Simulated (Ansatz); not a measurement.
## Bands, cutoff and cost in G0W0 for Bi2Se3 (Guanajuatite)

How do accuracy and time trade against each other in G0W0 on Bi2Se3 (Guanajuatite)?

Method: G0W0 on r2SCAN, plane waves, PAW, in Ansatz 0.2.0.

## Step 1: The starting structure

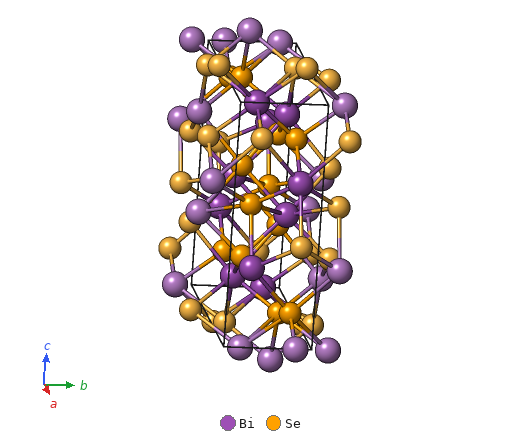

The starting structure, seen slightly off an axis (bismuth purple, selenium orange). Some periodic images of atoms are drawn too.

Geometry: measured cell, ions relaxed with r2SCAN. This is not the form that Bi2Se3 usually takes at ambient conditions. The runs that relaxed it are not among those shown. Spin-orbit coupling is left out unless a step names it.

## Step 2: 747 empty bands, screening to 70 eV

G0W0 replaces the xc potential by the self-energy, built once from these orbitals. Only a window of levels is corrected, while the sums run over the empty bands that the input names. This step takes hard PAW files.

Input file input.yaml:

```yaml
crystal:
  lattice:
    - [11.83, 0.0, 0.0]
    - [0.0, 4.09, 0.0]
    - [0.0, 0.0, 11.62]
  atoms:
    - { symbol: Bi, position: [0.5142425949, 0.25, 0.1715036437] }
    - { symbol: Bi, position: [0.9857574051, 0.75, 0.6715036437] }
    - { symbol: Bi, position: [0.0142425949, 0.25, 0.3284963563] }
    - { symbol: Bi, position: [0.4857574051, 0.75, 0.8284963563] }
    - { symbol: Bi, position: [0.6557159474, 0.75, 0.4614282578] }
    - { symbol: Bi, position: [0.8442840526, 0.25, 0.9614282578] }
    - { symbol: Bi, position: [0.1557159474, 0.75, 0.0385717422] }
    - { symbol: Bi, position: [0.3442840526, 0.25, 0.5385717422] }
    - { symbol: Se, position: [0.6258073908, 0.75, 0.0535723304] }
    - { symbol: Se, position: [0.8741926092, 0.25, 0.5535723304] }
    - { symbol: Se, position: [0.1258073908, 0.75, 0.4464276696] }
    - { symbol: Se, position: [0.3741926092, 0.25, 0.9464276696] }
    - { symbol: Se, position: [0.716869522, 0.25, 0.30268878] }
    - { symbol: Se, position: [0.783130478, 0.75, 0.80268878] }
    - { symbol: Se, position: [0.216869522, 0.25, 0.19731122] }
    - { symbol: Se, position: [0.283130478, 0.75, 0.69731122] }
    - { symbol: Se, position: [0.4454920794, 0.75, 0.3672353527] }
    - { symbol: Se, position: [0.0545079206, 0.25, 0.8672353527] }
    - { symbol: Se, position: [0.9454920794, 0.75, 0.1327646473] }
    - { symbol: Se, position: [0.5545079206, 0.25, 0.6327646473] }
kpoints:
  mp_grid: { grid: [2, 4, 2] }
hamiltonian:
  xc: r2scan
  pseudopotentials: { kind: paw, source: ansatz }
scf:
  occupations: { method: fixed }
gw:
  n_empty_bands: 747
  ecut_chi: 70.0
  qp_bands: [v4, c4]
  qp_kpoints: band_edges
  screening: { model: contour_deformation }
```

The run is started by

```sh
> ansatz run input.yaml --threads 16 --pin off --max-ram 82944MiB --backend cuda --events-out ev --progress --plain --runs-dir out --devices 1 --max-vram 78GiB
```

Numbers of over 12 decimals in the logs are rounded to 6 here.

The log of the run:

```text
GPUs: using 1 of 1 available (devices: 1).
Engine: ansatz 0.2.0, aarch64-unknown-linux-gnu
Pseudopotentials: kind: paw
Pseudopotential: Bi, paw, valence charge 23, recommended cutoff 500 eV (normal), Bi.paw.azcp
Pseudopotential: Se, paw, valence charge 16, recommended cutoff 820 eV (meta_gga), Se.paw.azcp
Functional definition: r2SCAN
  parameter k0 = 0.174
  parameter k1 = 0.065
  parameter a1 = 4.9479
  exchange = r2scan_x(k0 = k0, k1 = k1, a1 = a1)
  correlation = r2scan_c
[...]
Crystal: 20 atoms, lattice volume = 562.230 Å³
Basis set: ecut = 820 eV, 30015 PW (Γ), exchange–correlation on 576×192×540 points (64 copies of the dense FFT grid, shifted against one another)
Bands: 226, of which v1, the nominal top of the filled ones, is band 188 counted from 1 (187 counted from 0)
Symmetry: 8 space group operations
Space group: Pnma (ITA 62), of the structure as read, at distance tolerance 8.3e-5 Å
k-points: 12 of 16
Non-local potential: Bi, projectors of the file, l = 0: 3, l = 1: 3, l = 2: 3, l = 3: 2
Non-local potential: Se, projectors of the file, l = 0: 2, l = 1: 2, l = 2: 3, l = 3: 1
PAW form: soft (Blöchl's): semilocal exchange-correlation on the pseudo side does not see the compensation charge
PAW frozen core: Bi, regenerated for the run's functional (the file was generated under x = pbe(κ = 0.804, μ = 0.219515), c = pbe(β = 0.066725))
PAW frozen core: Se, regenerated for the run's functional (the file was generated under x = pbe(κ = 0.804, μ = 0.219515), c = pbe(β = 0.066725))
PAW one-centre angular grid: Bi, 590 points (default); XC on 241 of its mesh's 495 points in the sphere
PAW one-centre angular grid: Se, 590 points (default); XC on 160 Gauss nodes
Initial density: superposition of atomic densities (chi_scale 0.1, normalization cell, long waves kept (reshape's long-wave potential 0.03 eV rms))
Initial wavefunctions: pseudopotential atomic-orbital guess
[...]
Functional: x = r2scan, c = r2scan; τ floored in thin density (d = 2e-4 eV/Å³)
iter 1 solved again at ethr=1.82e-3 eV; its pass at ethr=3.10e-3 eV (dr2=6.85e0 eV) is discarded
SCF iter   1: F=—  HF=-194431.558456 eV  |F-HF|=—  |Δ(HF+E_count)|=         —  Δρ=3.70e-2  dr2=6.93e0  dr2_τ=1.00e-1  ethr=1.82e-3  ⟨swp⟩=1.0  Hψ=10755  notcnv=0  defer=379
preconditioner: auto → Resta (q_TF=auto, 2.551 Å⁻¹)  ε∞=3.5  [insulator: Δε(μ)=1.149 eV  Ē_g=10.565 eV  n_scr=158 (ndim 8)  ℏωp=16.6 eV  f_vac=0.038  ε∞_Penn≈3.5]
SCF iter   2: F=—  HF=-194430.292754 eV  |F-HF|=—  |Δ(HF+E_count)|=    1.27e0  Δρ=1.68e-2  dr2=1.23e0  dr2_τ=5.61e-2  ethr=1.82e-3  ⟨swp⟩=2.3  Hψ=3559  notcnv=0  defer=410
SCF iter   3: F=—  HF=-194430.238177 eV  |F-HF|=—  |Δ(HF+E_count)|=   5.46e-2  Δρ=6.36e-3  dr2=1.64e-1  dr2_τ=1.14e-2  ethr=3.27e-4  ⟨swp⟩=2.0  Hψ=3516  notcnv=0  defer=425
SCF iter   4: F=—  HF=-194430.298664 eV  |F-HF|=—  |Δ(HF+E_count)|=   6.05e-2  Δρ=1.63e-3  dr2=3.38e-2  dr2_τ=2.17e-3  ethr=4.36e-5  ⟨swp⟩=2.9  Hψ=4259  notcnv=0  defer=428
SCF iter   5: F=—  HF=-194430.293664 eV  |F-HF|=—  |Δ(HF+E_count)|=   5.00e-3  Δρ=4.62e-4  dr2=1.35e-3  dr2_τ=9.97e-5  ethr=8.98e-6  ⟨swp⟩=2.6  Hψ=4487  notcnv=0  defer=427
SCF iter   6: F=—  HF=-194430.294461 eV  |F-HF|=—  |Δ(HF+E_count)|=   7.98e-4  Δρ=1.93e-4  dr2=2.77e-4  dr2_τ=1.58e-5  ethr=3.58e-7  ⟨swp⟩=2.0  Hψ=4202  notcnv=0  defer=428
[...]
SCF iter   8: F=—  HF=-194430.294477 eV  |F-HF|=—  |Δ(HF+E_count)|=   1.18e-7  Δρ=2.26e-5  dr2=3.64e-6  dr2_τ=1.10e-7  ethr=8.46e-9  ⟨swp⟩=2.0  Hψ=4396  notcnv=0  defer=378
SCF iter   9: F=—  HF=-194430.294479 eV  |F-HF|=—  |Δ(HF+E_count)|=   2.33e-6  Δρ=6.91e-6  dr2=4.53e-7  dr2_τ=2.61e-8  ethr=9.68e-10  ⟨swp⟩=2.0  Hψ=4158  notcnv=0  defer=378
SCF iter  10: F=-194430.294479 eV  HF=-194430.294479 eV  |F-HF|=9.63e-9  |Δ(HF+E_count)|=   2.47e-8  Δρ=2.44e-6  dr2=4.79e-8  dr2_τ=3.91e-9  ethr=2.66e-11  ⟨swp⟩=13.1  Hψ=13576  notcnv=0
SCF 1 converged in 10 iterations: F = -194430.294479 eV  dr2 = 4.79e-8
  greatest PAW one-centre occupation: 1.000 electrons in one spin orbital (limit 2), on the Bi atom at site 3 (counted from 0), in its partial waves of l = 0
[...]
NSCF: frozen V_eff on 12 k-points
[...]
SCF converged after 10 iterations
[...]
4   192     11.9256    -9.8199    -3.1455   -13.2156  0.7766    12.1768    12.1758  root
     5   185      9.0329   -17.0343     1.9204   -15.1769  0.7455     9.0958     9.0960  root
     5   186      9.0329   -17.0343     1.9204   -15.1769  0.7455     9.0958     9.0960  root
     5   187      9.1800   -16.9931     1.8165   -15.2536  0.7477     9.2569     9.2571  root
     5   188      9.1800   -16.9931     1.8165   -15.2536  0.7477     9.2569     9.2571  root
     5   189     11.4553   -10.0854    -2.9852   -13.3090  0.7808    11.6944    11.6937  root
     5   190     11.4553   -10.0854    -2.9852   -13.3090  0.7808    11.6944    11.6937  root
     5   191     11.8295    -9.8675    -3.0926   -13.2259  0.7775    12.0964    12.0953  root
     5   192     11.8295    -9.8675    -3.0926   -13.2259  0.7775    12.0964    12.0953  root
     6   185      9.3498   -16.8359     1.6766   -15.2379  0.7504     9.4283     9.4285  root
     6   186      9.3498   -16.8359     1.6766   -15.2379  0.7504     9.4283     9.4285  root
     6   187      9.6403   -16.8800     1.5388   -15.4369  0.7539     9.7360     9.7362  root
     6   188      9.6403   -16.8800     1.5388   -15.4369  0.7539     9.7360     9.7362  root
     6   189     11.2706   -10.3954    -3.0492   -13.7018  0.7853    11.5286    11.5278  root
     6   190     11.2706   -10.3954    -3.0492   -13.7018  0.7853    11.5286    11.5278  root
     6   191     11.4413    -9.6787    -3.0634   -12.9691  0.7838    11.6690    11.6683  root
     6   192     11.4413    -9.6787    -3.0634   -12.9691  0.7838    11.6690    11.6683  root
     7   185      9.3777   -16.9778     1.8585   -15.1892  0.7471     9.4475     9.4476  root
     7   186      9.3777   -16.9778     1.8585   -15.1892  0.7471     9.4475     9.4476  root
     7   187      9.3999   -16.8614     1.5507   -15.4060  0.7542     9.4950     9.4952  root
     7   188      9.3999   -16.8614     1.5507   -15.4060  0.7542     9.4950     9.4952  root
     7   189     11.1721   -10.0919    -2.9614   -13.2762  0.7841    11.3956    11.3950  root
     7   190     11.1721   -10.0919    -2.9614   -13.2762  0.7841    11.3956    11.3950  root
     7   191     11.8724    -9.9515    -3.2227   -13.4376  0.7797    12.1368    12.1358  root
[...]
11   185      8.8889   -16.7693     1.8794   -14.9347  0.7447     8.9336     8.9337  root
    11   186      8.8889   -16.7693     1.8794   -14.9347  0.7447     8.9336     8.9337  root
    11   187      8.8889   -16.7693     1.8794   -14.9347  0.7447     8.9336     8.9337  root
    11   188      8.8889   -16.7693     1.8794   -14.9347  0.7447     8.9336     8.9337  root
    11   189     11.7147    -9.7619    -3.0922   -13.0953  0.7801    11.9568    11.9560  root
    11   190     11.7147    -9.7619    -3.0922   -13.0953  0.7801    11.9568    11.9560  root
    11   191     11.7147    -9.7619    -3.0922   -13.0953  0.7801    11.9568    11.9560  root
    11   192     11.7147    -9.7619    -3.0922   -13.0953  0.7801    11.9568    11.9560  root
```

It took 1.9 min on 1 × NVIDIA GB200 (shared by 2 runs) with 16 threads of Arm Neoverse V2, shared host; peak memory 19 GiB.

Numbers from this step:

```
bands summed                                 : 935
RPA ε∞ on this mesh (eigenvalues)            : 11.03, 14.50, 15.81
plane waves in the screening matrix          : 747
q-points in the mesh                         : 16
G0W0 gap on the mesh                         : 1.438 eV
k of the valence top                         : -0.5, 0, 0
k of the conduction bottom                   : 0, 0, 0
starting gap on the mesh                     : 1.338 eV
Z at the valence top                         : 0.7539
Z at the conduction bottom                   : 0.7846
least direct G0W0 gap on the computed points : 1.548 eV
```

The gap on the mesh goes from 1.34 eV to 1.44 eV, a correction of +0.10 eV. Between the two edge states, bare exchange in place of the xc potential would open the gap by 4.33 eV, and correlation takes back 4.23 eV.

## Step 3: 1472 empty bands, screening to 110 eV

Another rung: the empty bands reach about as high as the screening cutoff, so the two stay in balance.

input.yaml: that of step 2 with these lines changed.

```diff
@@ -34,4 +34,4 @@
 gw:
-  n_empty_bands: 747
-  ecut_chi: 70.0
+  n_empty_bands: 1472
+  ecut_chi: 110.0
   qp_bands: [v4, c4]
```

The log of the run:

```text
GPUs: using 1 of 1 available (devices: 1).
[...]
Crystal: 20 atoms, lattice volume = 562.230 Å³
Basis set: ecut = 820 eV, 30015 PW (Γ), exchange–correlation on 576×192×540 points (64 copies of the dense FFT grid, shifted against one another)
Bands: 226, of which v1, the nominal top of the filled ones, is band 188 counted from 1 (187 counted from 0)
[... 1 set-up line as in the run before ...]
[...]
k-points: 12 of 16
[...]
SCF iter   6: F=—  HF=-194430.294461 eV  |F-HF|=—  |Δ(HF+E_count)|=   7.98e-4  Δρ=1.93e-4  dr2=2.77e-4  dr2_τ=1.58e-5  ethr=3.58e-7  ⟨swp⟩=2.0  Hψ=4202  notcnv=0  defer=428
[...]
SCF iter   8: F=—  HF=-194430.294477 eV  |F-HF|=—  |Δ(HF+E_count)|=   1.18e-7  Δρ=2.26e-5  dr2=3.64e-6  dr2_τ=1.10e-7  ethr=8.46e-9  ⟨swp⟩=2.0  Hψ=4396  notcnv=0  defer=378
[...]
SCF iter  10: F=-194430.294479 eV  HF=-194430.294479 eV  |F-HF|=9.63e-9  |Δ(HF+E_count)|=   2.47e-8  Δρ=2.44e-6  dr2=4.79e-8  dr2_τ=3.91e-9  ethr=2.66e-11  ⟨swp⟩=13.1  Hψ=13576  notcnv=0
SCF 1 converged in 10 iterations: F = -194430.294479 eV  dr2 = 4.79e-8
[...]
NSCF: frozen V_eff on 12 k-points
[...]
SCF converged after 10 iterations
[...]
4   192     11.9256    -9.8199    -3.3449   -13.2156  0.7754    11.9765    11.9765  root
     5   185      9.0329   -17.0343     1.6960   -15.1769  0.7433     8.8709     8.8715  root
     5   186      9.0329   -17.0343     1.6960   -15.1769  0.7433     8.8709     8.8715  root
     5   187      9.1800   -16.9931     1.5887   -15.2536  0.7454     9.0288     9.0292  root
     5   188      9.1800   -16.9931     1.5887   -15.2536  0.7454     9.0288     9.0292  root
     5   189     11.4553   -10.0854    -3.1853   -13.3090  0.7796    11.4936    11.4936  root
     5   190     11.4553   -10.0854    -3.1853   -13.3090  0.7796    11.4936    11.4936  root
     5   191     11.8295    -9.8675    -3.2897   -13.2259  0.7762    11.8982    11.8981  root
[...]
11   189     11.7147    -9.7619    -3.2871   -13.0953  0.7789    11.7611    11.7610  root
    11   190     11.7147    -9.7619    -3.2871   -13.0953  0.7789    11.7611    11.7610  root
    11   191     11.7147    -9.7619    -3.2871   -13.0953  0.7789    11.7611    11.7610  root
    11   192     11.7147    -9.7619    -3.2871   -13.0953  0.7789    11.7611    11.7610  root
```

Wall time 3.2 min (1 × NVIDIA GB200 (shared by 2 runs) with 16 threads); peak memory 25 GiB.

Numbers from this step:

```yaml
bands_summed: 1660
rpa_eps_infinity_on_this_mesh_eigenvalues: 11.02, 14.45, 15.75
plane_waves_in_the_screening_matrix: 1517
q_points_in_the_mesh: 16
g0w0_gap_on_the_mesh: 1.475 eV
k_of_the_valence_top: -0.5, 0, 0
k_of_the_conduction_bottom: 0, 0, 0
starting_gap_on_the_mesh: 1.338 eV
z_at_the_valence_top: 0.7516
z_at_the_conduction_bottom: 0.7834
least_direct_g0w0_gap_on_the_computed_points: 1.583 eV
```

Against the run with 2×4×2 mesh, 747 empty bands, screening to 70 eV, hard PAW files, the gap moves by +0.04 eV.

## Step 4: 2829 empty bands, screening to 170 eV

input.yaml: that of step 3 with these lines changed.

```diff
@@ -34,4 +34,4 @@
 gw:
-  n_empty_bands: 1472
-  ecut_chi: 110.0
+  n_empty_bands: 2829
+  ecut_chi: 170.0
   qp_bands: [v4, c4]
```

The log of the run:

```text
GPUs: using 1 of 1 available (devices: 1).
[...]
Crystal: 20 atoms, lattice volume = 562.230 Å³
Basis set: ecut = 820 eV, 30015 PW (Γ), exchange–correlation on 576×192×540 points (64 copies of the dense FFT grid, shifted against one another)
Bands: 226, of which v1, the nominal top of the filled ones, is band 188 counted from 1 (187 counted from 0)
[... 1 set-up line as in the run before ...]
[...]
k-points: 12 of 16
[...]
5   190     11.4553   -10.0854    -3.3191   -13.3090  0.7792    11.3599    11.3598  root
     5   191     11.8295    -9.8675    -3.4169   -13.2259  0.7758    11.7711    11.7710  root
[...]
11   189     11.7147    -9.7619    -3.4140   -13.0953  0.7785    11.6342    11.6341  root
    11   190     11.7147    -9.7619    -3.4140   -13.0953  0.7785    11.6342    11.6341  root
    11   191     11.7147    -9.7619    -3.4140   -13.0953  0.7785    11.6342    11.6341  root
    11   192     11.7147    -9.7619    -3.4140   -13.0953  0.7785    11.6342    11.6341  root
[key lines of the parts left out:]
SCF converged after 10 iterations
```

Run time: 12 min. Hardware: 1 × NVIDIA GB200 (shared by 2 runs) with 16 threads; peak memory 36 GiB.

This step gave:

```
bands summed                                 : 3017
RPA ε∞ on this mesh (eigenvalues)            : 11.01, 14.44, 15.75
plane waves in the screening matrix          : 2813
G0W0 gap on the mesh                         : 1.510 eV
k of the valence top                         : -0.5, 0, 0
k of the conduction bottom                   : 0, 0, 0
starting gap on the mesh                     : 1.338 eV
least direct G0W0 gap on the computed points : 1.617 eV
```

Against the run with 2×4×2 mesh, 1472 empty bands, screening to 110 eV, hard PAW files, the gap moves by +0.04 eV.

## Step 5: Changing the k mesh: 2×6×2 mesh, 747 empty bands, screening to 70 eV, hard PAW files

Only the mesh changes. It samples the long-range screening, which converges on its own terms. Bands and cutoff differ from the step before, so it is read against an earlier run that matches them.

input.yaml: that of step 4 with these lines changed.

```diff
@@ -27,3 +27,3 @@
 kpoints:
-  mp_grid: { grid: [2, 4, 2] }
+  mp_grid: { grid: [2, 6, 2] }
 hamiltonian:
@@ -34,4 +34,4 @@
 gw:
-  n_empty_bands: 2829
-  ecut_chi: 170.0
+  n_empty_bands: 747
+  ecut_chi: 70.0
   qp_bands: [v4, c4]
```

The log of the run:

```text
GPUs: using 1 of 1 available (devices: 1).
[...]
Crystal: 20 atoms, lattice volume = 562.230 Å³
Basis set: ecut = 820 eV, 30015 PW (Γ), exchange–correlation on 576×192×540 points (64 copies of the dense FFT grid, shifted against one another)
Bands: 226, of which v1, the nominal top of the filled ones, is band 188 counted from 1 (187 counted from 0)
[... 1 set-up line as in the run before ...]
[...]
k-points: 16 of 24
[...]
9   190     11.1711   -10.1200    -2.9328   -13.2768  0.7853    11.3958    11.3952  root
     9   191     11.8736    -9.9978    -3.1783   -13.4385  0.7811    12.1371    12.1360  root
[...]
15   189     11.7149    -9.7613    -3.0917   -13.0948  0.7803    11.9575    11.9567  root
    15   190     11.7149    -9.7613    -3.0917   -13.0948  0.7803    11.9575    11.9567  root
    15   191     11.7149    -9.7613    -3.0917   -13.0948  0.7803    11.9575    11.9567  root
    15   192     11.7149    -9.7613    -3.0917   -13.0948  0.7803    11.9575    11.9567  root
[key lines of the parts left out:]
SCF converged after 10 iterations
```

Wall time 2.7 min (1 × NVIDIA GB200 (shared by 2 runs) with 16 threads); peak memory 24 GiB.

Numbers from this step:

* bands summed: 935
* RPA ε∞ on this mesh (eigenvalues): 11.08, 14.74, 16.31
* plane waves in the screening matrix: 747
* G0W0 gap on the mesh: 1.436 eV
* k of the valence top: -0.5, 0, 0
* k of the conduction bottom: 0, 0, 0
* starting gap on the mesh: 1.338 eV
* least direct G0W0 gap on the computed points: 1.547 eV

Against the run with 2×4×2 mesh, 747 empty bands, screening to 70 eV, hard PAW files, the gap moves by −0.001 eV.

## Step 6: The runs together

Times are wall times on 1 × NVIDIA GB200 (shared by 2 runs) with 16 threads of Arm Neoverse V2, shared host, good to a factor of about two.

| mesh | files | frequency | bands summed | cutoff (eV) | start (eV) | G0W0 (eV) | time | host memory (GiB) |
| --- | --- | --- | --- | --- | --- | --- | --- | --- |
| 2×4×2 | hard PAW | contour deformation | 935 | 70 | 1.338 | 1.438 | 1.9 min | 19 |
| 2×4×2 | hard PAW | contour deformation | 1660 | 110 | 1.338 | 1.475 | 3.2 min | 25 |
| 2×4×2 | hard PAW | contour deformation | 3017 | 170 | 1.338 | 1.510 | 12 min | 36 |
| 2×6×2 | hard PAW | contour deformation | 935 | 70 | 1.338 | 1.436 | 2.7 min | 24 |

How the two edges are built up, in eV (the quasiparticle level is the starting level plus Σx plus Σc less Vxc):

| run | edge | start | Σx | Σc | Vxc | Z | QP |
| --- | --- | --- | --- | --- | --- | --- | --- |
| 935 bands | valence top | 9.64 | -16.88 | 1.54 | -15.44 | 0.75 | 9.74 |
| 935 bands | conduction bottom | 10.98 | -10.30 | -2.69 | -13.19 | 0.78 | 11.17 |
| 1660 bands | valence top | 9.64 | -16.88 | 1.30 | -15.44 | 0.75 | 9.50 |
| 1660 bands | conduction bottom | 10.98 | -10.30 | -2.89 | -13.19 | 0.78 | 10.97 |
| 3017 bands | valence top | 9.64 | -16.88 | 1.13 | -15.44 | 0.75 | 9.33 |
| 3017 bands | conduction bottom | 10.98 | -10.30 | -3.02 | -13.19 | 0.78 | 10.84 |

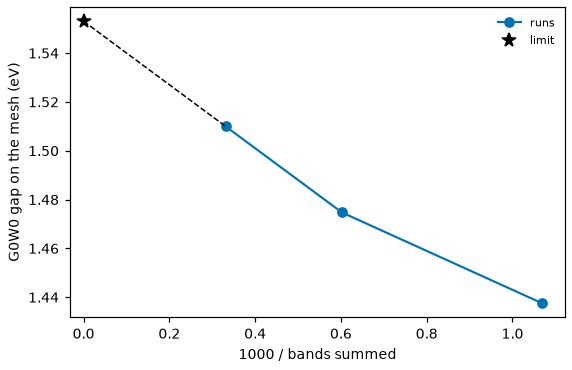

The gap against one over the number of bands; the dashed line carries the two highest rungs to the limit.

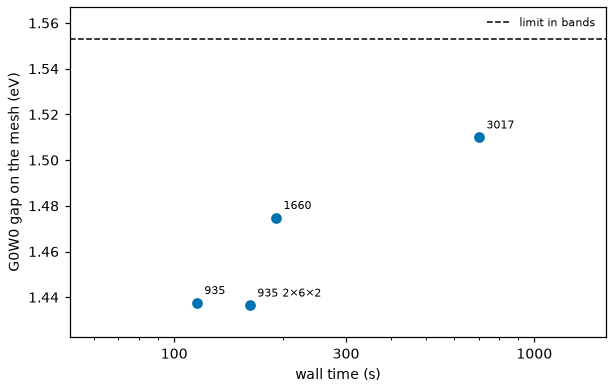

Result against wall time.

## Step 7: Summary of results

```json
{
  "935 bands, 70 eV": "1.438 eV",
  "1660 bands, 110 eV": "1.475 eV",
  "3017 bands, 170 eV": "1.510 eV",
  "estimated limit in bands and cutoff": "1.55 eV",
  "mesh and start": "2×4×2, r2SCAN"
}
```

A line in one over the bands through the two highest rungs gives 1.55 eV, +0.04 eV from the top rung; the pair below gives 1.52 eV, so the estimate is still climbing. The rungs stand 0.12 eV (935 bands), 0.08 eV (1660 bands) and 0.04 eV (3017 bands) from it. From 935 to 3017 bands the gap moves by +0.07 eV while the time grows 6.1-fold. Σc changes by −0.40 eV at the valence top and −0.33 eV at the conduction bottom, so the levels themselves move more than the gap between them. On the 2×6×2 mesh in place of 2×4×2 the gap differs by −0.001 eV, of which −0.0003 eV is already in the start. The cheapest rung within 0.1 eV of this estimate is that with 1660 bands (3.2 min). Gaps are over the mesh's points; an edge off the mesh would be missed. The 2×4×2 mesh is coarse for this cell (its supercell is 16 Å along the shortest edge). The RPA ε∞ on it, from the r2SCAN start, is 11.01, 14.44 and 15.75; such meshes misread the long-range screening, most where the gap is narrow. Where an edge is built on 6p states of lead, bismuth or thallium, scalar-relativistic gaps usually stand too wide, by a few tenths to over one eV. The many-body steps are scalar-relativistic: spin-orbit coupling is not in them.

[Paths, hosts, dates, memory and timing lines, banners, echoed tables and standing remarks are left out of the program output.]

[Logs are printed without paths, hosts, clocks, repeated set-up lines and the standing remarks that a program may print on its own settings, such as how far it seeks lower states.]

[Runs of the session that timed out or met a known fault of the program may be left out.]

[Cells called generated may have been cut or substituted from an entry of the Crystallography Open Database or the Materials Project.]

[Hosts, paths, dates, database ids (printed as entryN), source tags and the programs' standing remarks are cut or masked in the printed files.]
